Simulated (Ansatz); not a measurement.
SnTe (slab)

```yaml
crystal:
  lattice:
    - [4.53466, 0.00000, 0.00000]
    - [-2.26733, 3.92713, 0.00000]
    - [0.00000, 0.00000, 20.55380]
  atoms:
    - { symbol: Te, position: [0.33333, 0.66667, 0.36803] }
    - { symbol: Sn, position: [0.66667, 0.33333, 0.44037] }
    - { symbol: Te, position: [0.00000, 0.00000, 0.55839] }
    - { symbol: Sn, position: [0.33333, 0.66667, 0.63322] }
```

All numbers below come from DFT PBE, scalar-relativistic, plane waves, PAW (Ansatz 0.2.0).

Question: What can the converged valence pseudo-density and electron localisation function tell about the bonding?

Answer: Sn–Te (3.01 Å): ρ at the midpoint is about 0.29 e/Å³; the ELF peaks at about 0.70 in the valence shell of Te, 1.3 Å from its nucleus, and is about 0.60 at the midpoint.

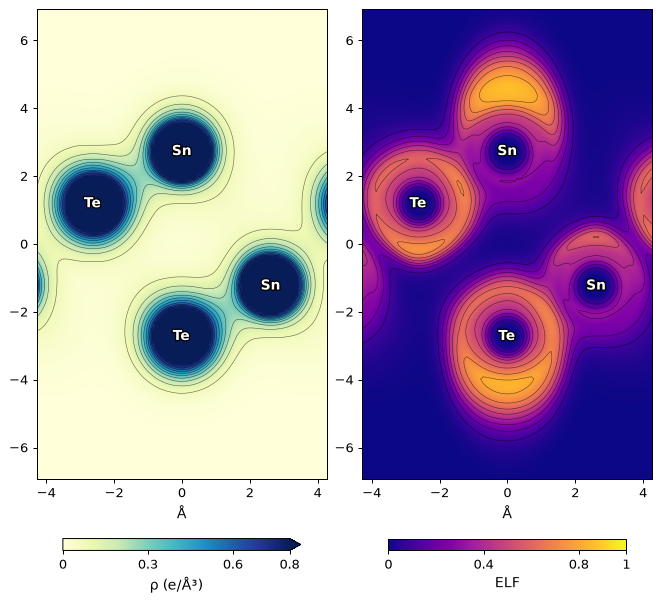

Computed valence pseudo-density and electron localisation function on the (110) plane of the calculation cell, a cut from vacuum to vacuum, in this order. 

The density is the valence pseudo-density of a PAW calculation; it isn't the true density close to the nuclei.
